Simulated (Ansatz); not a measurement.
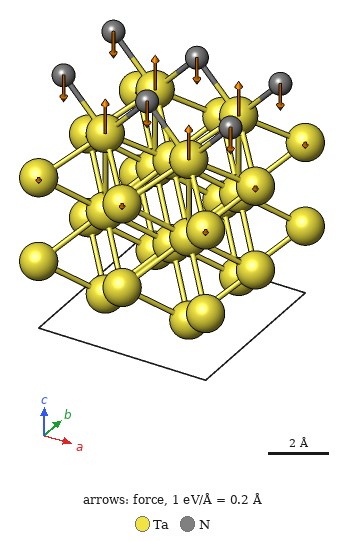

Starting geometry of a slab of composition Ta₅N (cut from the Im-3m phase) with the computed forces as orange arrows. A ball-and-stick model of the 2 × 2 repeat of the cell, outlined in the plane, without the vacuum, seen from a free direction.

Case: N put at a bridge Ta-Ta site. The slab is the (1 0 0) face of Ta with N on it. 2 atoms are held fixed.

Level of theory: DFT PBEsol, scalar-relativistic, plane waves, PAW in Ansatz 0.2.0.

The input:
```yaml
crystal:
  lattice:
    - [3.2805195246, 0.0, 0.0]
    - [0.0, 3.2805195246, 0.0]
    - [0.0, 0.0, 25.5610390493]
  atoms:
    - { symbol: Ta, position: [0.5, 0.5, 0.3325373427] }
    - { symbol: Ta, position: [0.0, 0.0, 0.3967076512] }
    - { symbol: Ta, position: [0.5, 0.5, 0.4611411122] }
    - { symbol: Ta, position: [0.0, 0.0, 0.5263369554] }
    - { symbol: Ta, position: [0.5, 0.5, 0.5815099114] }
    - { symbol: "N", position: [0.0, 0.5, 0.6511471432] }
basis:
  ecutwfc: 420
kpoints:
  mp_grid: { grid: [9, 9, 1] }
hamiltonian:
  xc: pbesol
scf:
  occupations: { method: gaussian, width: 0.1 }
output:
  forces: true
  eigenvalues: true
  write_density: true
  write_potential: true
  elf: true
  volumetric_format: npy
relax:
  adjacent_minimum: "off"
  f_tol: 0.03
  max_steps: 70
  constraints: [{ sites: [0, 1] }]
efield:
  axis: 3
  dipole_correction: true
  ramp_width: 0.04
```

Run as
```bash
ansatz run input.yaml --threads 1 --pin off --max-ram 2560MiB --backend cpu --events-out ev --progress --plain --runs-dir out
```

Q: What follows when this structure is relaxed?

A: It isn't relaxed: the largest force vector, on Ta5, is 6.94 eV/Å. The atoms end up moving mostly along the starting forces (cosine between the two patterns 0.97). Over 5 geometry steps the energy falls by 3.542 eV per cell of the calculation. The largest force component goes from 6.9 to 0.0021 eV/Å. The atom that moves furthest is N6 (0.45 Å along the normal (−c)). By element the largest moves are N 0.45 Å, Ta 0.36 Å. The lattice vectors keep their values. Near-neighbour distances that change, for instance: Ta5–N6 2.421 → 1.906 Å, Ta3–Ta5 3.077 → 3.447 Å, Ta4–Ta5 2.715 → 2.976 Å, Ta2–Ta4 3.313 → 3.219 Å. Bond angles that change, for instance: Ta5–N6–Ta5 85.3° → 118.8°, N6–Ta5–N6 85.3° → 118.8°, Ta4–Ta5–Ta4 117.4° → 102.4°. Cost: 2.9 min on 1 thread of Arm Neoverse V2 (shared host), peak memory 0.56 GiB.

Limits of the set-up: the periodic images lie only 3.3 Å apart, so the values are limited by the cell's size.
